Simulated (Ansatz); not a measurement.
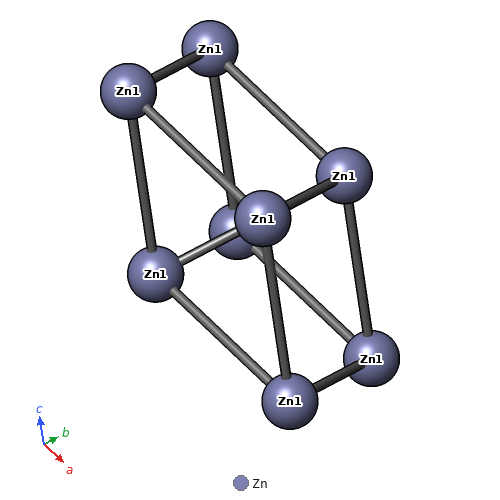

The system is Zn (Im-3m, No. 229; 1 atom in the cell); the picture shows the reference structure. 
- The energy is mapped over volume and the cell's shape.
- The first coordinate is: volume per atom; the second: length along [111] over the lengths across it, relative to the cubic cell.
- Nothing is relaxed (symmetry fixes all fractional coordinates).
- The scan uses a 7 × 9 grid. At 6 points there is no value (left out of the scan, as a rule where atoms come close).
- Points are written as (first, second).
- All energies are given in meV/atom relative to the lowest grid point.
- The calculation used Ansatz, DFT PBEsol, scalar-relativistic, plane waves, PAW. Settings: cutoff 520 eV, k-mesh 22×22×22, gaussian smearing 0.15 eV, no spin polarisation.

Its coordinates:

```
CELL_PARAMETERS angstrom
-1.53007 1.53007 1.53007
1.53007 -1.53007 1.53007
1.53007 1.53007 -1.53007
ATOMIC_POSITIONS crystal
Zn 0.00000 0.00000 0.00000
```

The input of one point:

```yaml
crystal:
  lattice:
    - [-1.5300745013, 1.5300745013, 1.5300745013]
    - [1.5300745013, -1.5300745013, 1.5300745013]
    - [1.5300745013, 1.5300745013, -1.5300745013]
  atoms:
    - { symbol: Zn, position: [0.0, 0.0, 0.0] }
basis:
  ecutwfc: 520.0
kpoints:
  mp_grid: { grid: [22, 22, 22] }
hamiltonian:
  xc: pbesol
scf:
  occupations: { method: gaussian, width: 0.15 }
output:
  forces: true
  stress: true
  eigenvalues: true
  write_density: true
  write_potential: true
  elf: true
  volumetric_format: npy
```

Range: volume per atom from 13.182 to 15.475 Å³; length along [111] over the lengths across it, relative to the cubic cell from 0.452 to 2.211.

> What will the energy surface look like?

The lowest grid point is at (14.328 Å³, 1.000) [bcc]. The energy also falls towards the edge at (15.475 Å³, 2.211) (208 meV/atom above the lowest), where a further well may lie outside the range. The highest grid point, (15.475 Å³, 0.452), lies 6750 meV/atom above the lowest.

```
second ↓, first →  13.182  13.564  13.946  14.328  14.710  15.093  15.475
            2.211     425     366     318     279     248     225     208
            1.813     426     367     319     280     250     226     209
            1.487     269     224     189     162     143     130     122
            1.219      82      56      39      28      24      25      30
            1.000      28      12       3       0       2       9      20
            0.820     172     137     111      92      81      74      73
            0.672    1146    1035     938     853     780     717     663
            0.551    3771    3501    3257    3035    2834    2650    2484
            0.452       –       –       –       –       –       –    6750
```

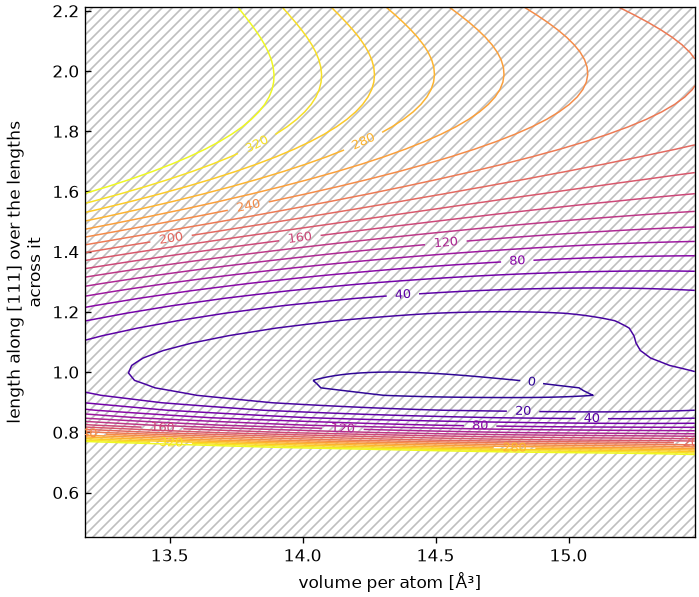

In the figure: contour lines labelled in meV/atom (none above 340), hatched blanks where no value was computed. Between grid points the surface is interpolated.

Each point was launched as `ansatz run input.yaml --threads 1 --pin off --max-ram 2048MiB --backend cpu --events-out ev --progress --plain --runs-dir out`. The whole map (57 points run) took 5.9 min on 1 thread of AMD EPYC 9R14 (Zen 4), on a shared host.
